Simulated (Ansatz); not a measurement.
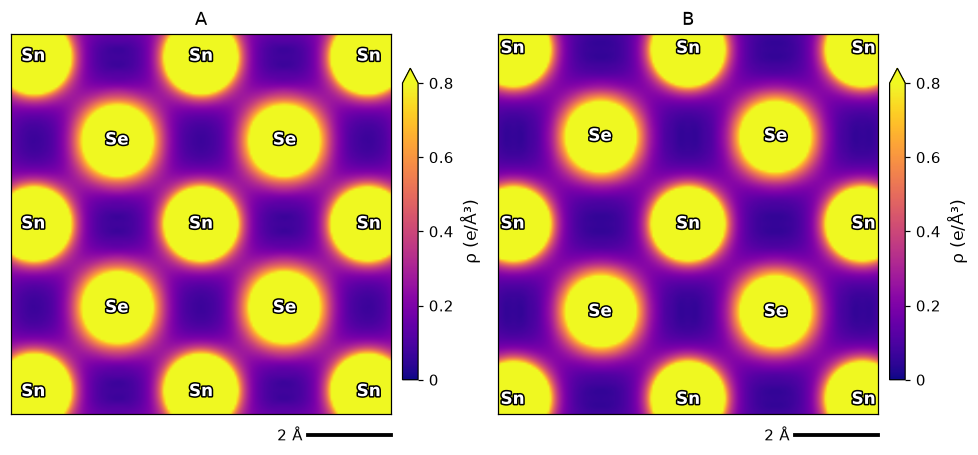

SnSe. The valence pseudo-density of two cells that differ in size and shape, on the (001) plane of each (indices in the axes of the calculation cell), at one length scale and on one colour scale; one has 46.7 and the other 49.6 Å³ an atom.

Space group P4/nmm; a structure from a database of computed crystals, not necessarily the ambient phase.

Theory: Ansatz, DFT LDA, scalar-relativistic, plane waves, PAW.

Core electrons are frozen (PAW), and the valence fields are smoothed inside the atomic spheres.

The larger cell:

```xyz
4
Lattice="4.2527 0.0000 0.0000 0.0000 4.2527 0.0000 0.0000 0.0000 10.9796" Properties=species:S:1:pos:R:3 pbc="T T T"
Sn    2.1264    0.0000    4.1521
Sn    0.0000    2.1264    6.8276
Se    2.1264    0.0000    6.8269
Se    0.0000    2.1264    4.1527
```

The smaller cell: a = 4.064 Å, b = 4.064 Å, c = 11.309 Å, α = 90.00°, β = 90.00°, γ = 90.00°.

> Which panel shows the smaller cell, and what does the compression change?

Panel A is the smaller cell, by 6 % in volume. From the larger cell to the smaller, Sn–Se goes from 3.01 to 2.87 Å, and the density at its midpoint from 0.22 to 0.28 e/Å³; the pressure goes from −0.9 to 1.5 GPa; the Kohn–Sham gap goes from 1.5 eV to 1.1 eV.
